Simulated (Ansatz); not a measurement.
**Mending a single-point calculation on MnS**

System: MnS (F-43m, 2 atoms in the cell).
Method of the first run: DFT, PBE, plane waves, PAW (Ansatz 0.2.0).

The structure derives from a Materials Project entry. Text and figures count atoms from 1; the logs count them from 0 in places.

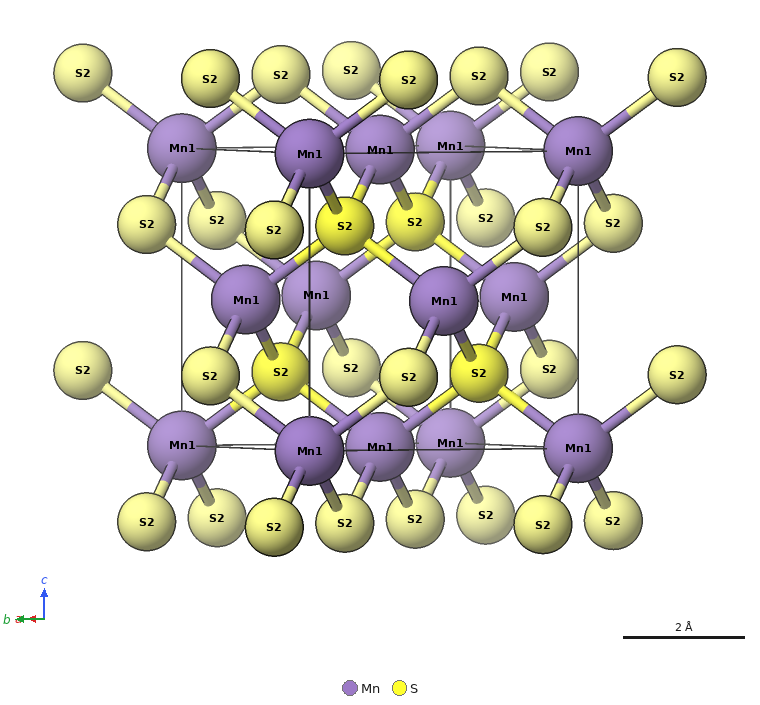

Fig. 1: The input geometry (ball-and-stick view of the cell 4 times as large as that of the calculation, set on its symmetry axes, seen at an oblique angle; neighbours outside the cell are drawn fainter; atoms are numbered from 1 in the order of the input). An atom can appear more than once, as a periodic image.

## Input, the first run
```yaml
crystal:
  lattice:
    - [0.0, 2.4734634191, 2.4734634191]
    - [2.4734634191, 0.0, 2.4734634191]
    - [2.4734634191, 2.4734634191, 0.0]
  atoms:
    - { symbol: Mn, position: [0.0, 0.0, 0.0] }
    - { symbol: S, position: [0.75, 0.75, 0.75] }
hamiltonian:
  xc: pbe
  pseudopotentials: { kind: paw }
kpoints:
  mp_grid: { grid: [9, 9, 9] }
scf:
  occupations: { method: fermi_dirac, width: 0.3 }
  n_extra_bands: 0
  max_iter: 50
output:
  forces: true
  stress: true
  eigenvalues: true
```

Command:
```bash
ansatz run input.yaml --threads 2 --pin off --max-ram 5632MiB --backend cpu --events-out ev --progress --plain --runs-dir out
```

Hardware: 2 threads of Arm Neoverse V2, 24 GiB of memory available, shared host.

## Output (the first run)
```
Error: inconsistent input (scf.n_extra_bands, scf.occupations.method): n_bands = 11 leaves no empty band above the 11 bands per channel that the deck's 21 electrons occupy, and the occupations search for the Fermi level (a smearing at a finite width, or tetrahedra): a level found among occupied bands alone can fill a metal as an insulator; raise scf.n_extra_bands until at least 12 bands are solved (omitted, it auto-derives to 16) (see scf.n_extra_bands in the input reference)
```

**What went wrong, and how is the input to be mended?**

A setting was made wrong on purpose: too few bands (`scf.n_extra_bands` and `scf.occupations`). Smearing needs empty bands above the Fermi level. The program refused the input: “inconsistent input (scf.n_extra_bands, scf.occupations.method): n_bands = 11 leaves no empty band above the 11 bands per channel that the deck's 21 electrons occupy, and the occupations search for the Fermi level (a smearing at a finite width, or tetrahedra): a level found among occupied bands alone can fill a metal as an insulator …”

A run of the same system that converges differs from this input as follows (lines with − go, lines with + come):
```diff
-  occupations: { method: fermi_dirac, width: 0.3 }
-  n_extra_bands: 0
-  max_iter: 50
+  occupations: { method: fermi_dirac, width: 0.05 }
```

## Output, shortened to warnings, some set-up lines, iterations and results (the second run)
```
Basis set: ecut = 420 eV, 609 PW (Γ), exchange–correlation on 48×48×48 points (8 copies of the dense FFT grid, shifted against one another)
Symmetry: 24 space group operations
k-points: 35 of 729 (time reversal used)
Initial density: superposition of atomic densities (neutral atoms: chi_scale 0, normalization atom), corrected by the library's trained network
[...]
SCF iter   1: F=—  HF=-4801.461648 eV  |F-HF|=—  |Δ(HF+E_count)|=         —  Δρ=6.93e-3  dr2=1.56e-2  ethr=1.77e-3  ⟨swp⟩=5.1  Hψ=2678  notcnv=0
SCF iter   2: F=—  HF=-4801.460023 eV  |F-HF|=—  |Δ(HF+E_count)|=   1.63e-3  Δρ=3.26e-3  dr2=4.14e-3  ethr=7.43e-5  ⟨swp⟩=2.0  Hψ=924  notcnv=0
SCF iter   3: F=—  HF=-4801.459656 eV  |F-HF|=—  |Δ(HF+E_count)|=   3.67e-4  Δρ=7.57e-4  dr2=2.63e-4  ethr=1.97e-5  ⟨swp⟩=1.0  Hψ=519  notcnv=0
SCF iter   4: F=—  HF=-4801.459621 eV  |F-HF|=—  |Δ(HF+E_count)|=   3.53e-5  Δρ=2.07e-4  dr2=1.12e-5  ethr=1.25e-6  ⟨swp⟩=2.0  Hψ=578  notcnv=0
SCF iter   5: F=—  HF=-4801.459602 eV  |F-HF|=—  |Δ(HF+E_count)|=   1.89e-5  Δρ=4.94e-5  dr2=8.38e-7  ethr=5.36e-8  ⟨swp⟩=2.4  Hψ=753  notcnv=0
SCF iter   6: F=-4801.459603 eV  HF=-4801.459603 eV  |F-HF|=3.14e-8  |Δ(HF+E_count)|=   5.91e-7  Δρ=1.69e-5  dr2=7.62e-8  ethr=4.76e-10  ⟨swp⟩=5.9  Hψ=2470  notcnv=0
SCF 1 converged in 6 iterations: F = -4801.459603 eV  dr2 = 7.62e-8
SCF converged after 6 iterations
Free energy (F): -4801.459603 eV
Harris-Foulkes:  -4801.459603 eV  (|F-HF|=3.14e-8)
Internal energy: -4801.437781 eV  (E = F + TS)
E sigma→0 (E₀):  -4801.448692 eV
Entropy (-TS):   -0.021821 eV (-10.911 meV/atom)
Fermi energy:    11.719123 eV
--- Per-component energies (eV) ---
  E_band       = -259.482930
  E_kinetic    = 421.039874
  E_local      = -2443.660545  (includes V_loc(G=0)·N_el)
  E_nonlocal   = 269.296569
  E_hartree    = 1017.469880
  E_xc         = -212.901224
  E_vxc        = -235.910051  (∫ρ·V_xc dr)
  E_paw        = -1900.976867  (= ΣΔE_a)
  E_vpaw       = -305.175021  (= ΣTr[D̂ρ^β])
  E_aug_tail   = -0.000008  (compensation charges beyond the density's cutoff)
  E_ewald      = -1951.705460
  E_smearing   = -0.021821  (= −TS)
  E_closure    = -0.000000  (closes the sum)
  Σ components = -4801.459603   (vs F -4801.459603, Δ=0.00e0)
--- Forces (eV/Å), atoms counted from 1 ---
  atom   1  Mn     0.00000000    -0.00000000     0.00000000
  atom   2  S     -0.00000000    -0.00000000    -0.00000000
  max |Σ_I F_I| component: 2.68e-16 eV/Å
--- Stress (GPa, compression-positive) ---
        2.857149      -0.000000       0.000000
       -0.000000       2.857149      -0.000000
        0.000000      -0.000000       2.857149
  P = ⅓ Tr σ = 2.8571 GPa (28.571 kbar)
```

## The two runs side by side

```csv
quantity,the first run,the second run
outcome,refused,converged
free energy per atom (eV),–,−2400.7298
gap on the mesh (eV),–,0.00
pressure (GPa),–,2.86
volume per atom (Å³),–,15.13
largest force (eV/Å),–,0.000
SCF iterations,–,6
irreducible k-points,–,35
plane waves at Γ,–,609
```

Notes on the second run: The run has no spin polarisation, so a magnetic state may lie lower.
